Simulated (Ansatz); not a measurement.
K₂S

Input

```
crystal:
  lattice:
    - [3.66791064118, 3.66791064118, 0.0]
    - [-3.66791064118, 3.66791064118, 0.0]
    - [0.0, 3.66791064118, 3.66791064118]
  atoms:
    - { symbol: K, position: [0.25, 0.75, 0.5] }
    - { symbol: K, position: [0.75, 0.25, 0.5] }
    - { symbol: S, position: [0.0, 0.0, 0.0] }
kpoints:
  mp_grid: { grid: [6, 6, 6] }
scf:
  occupations: { method: fixed }
hamiltonian:
  xc: pbesol
  pseudopotentials: { kind: paw }
relax:
  f_tol: 0.002
  max_steps: 80
  cell: { p_target: 10 }
output:
  forces: true
  stress: true
  write_density: true
  write_potential: true
  elf: true
  volumetric_format: npy
```

Run with:

```sh
ansatz run input.yaml --threads 1 --pin off --max-ram 3072MiB --backend cpu --events-out ev --progress --plain --runs-dir out
```

Below, planes, directions and counts refer to the conventional cell (a = 6.70 Å, b = 6.70 Å, c = 6.70 Å, α = 90.00°, β = 90.00°, γ = 90.00°).

The fields are those of the run's last geometry, not of the input's.

Space group Fm-3m; computed pressure about 10 GPa in this cell.

All numbers below come from Ansatz, DFT, PBEsol, PAW with Ansatz's default frozen-core files, scalar-relativistic; relaxation of cell and atoms.

The density is the valence pseudo-density of a PAW calculation; it isn't the true density close to the nuclei.

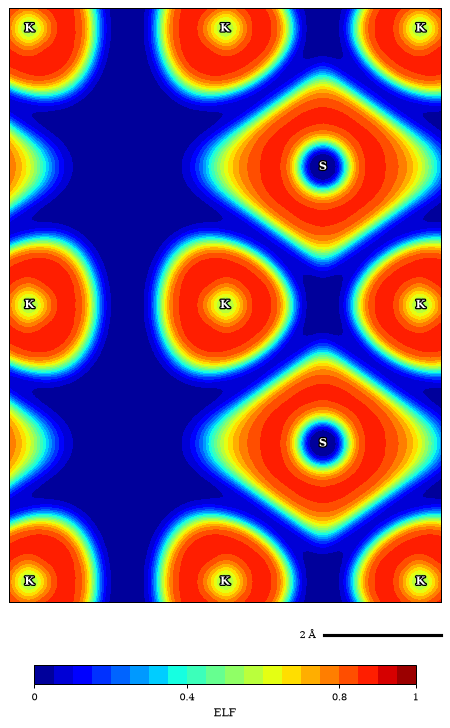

Figure 1. ELF on the (011) plane of the conventional cell.

### Interpret the plot.

- Atoms in the plane: K and S.
- K–S (2.90 Å): the ELF peaks at about 0.85 in the valence shell of S, 0.8 Å from its nucleus, and drops to about 0.10 between the two atoms: an ionic contact with no shared pair.
- The features right at K lie inside the PAW spheres, where the map follows smoothed inner orbitals and isn't to be read closely.

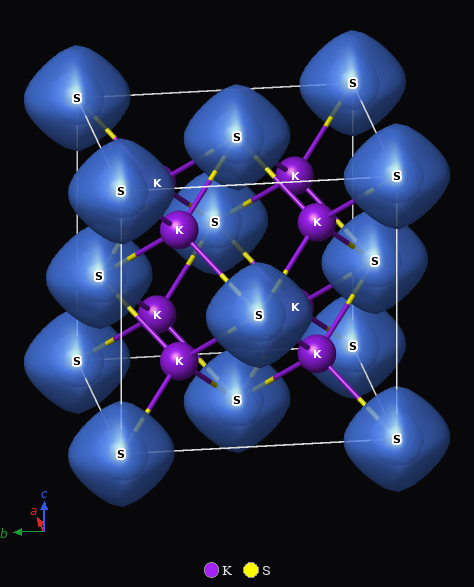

Figure 2. Isosurface of the electron localisation function at 0.8 (blue), seen at an oblique angle. Only the valence region is drawn (cores and ρ < 0.01 e/Å³ removed). Sticks mark near contacts.

### What do the ELF domains correspond to?

The ELF exceeds this value in four regions wrapped around S (the valence shell of each), counted in one cell of 12 atoms. Regions shared between cells count once.

### Does the calculation give a band gap?

It is gapped, with a Kohn–Sham gap of 3.0 eV on the k-point mesh (the band edges may lie off the mesh, which would make the gap smaller).
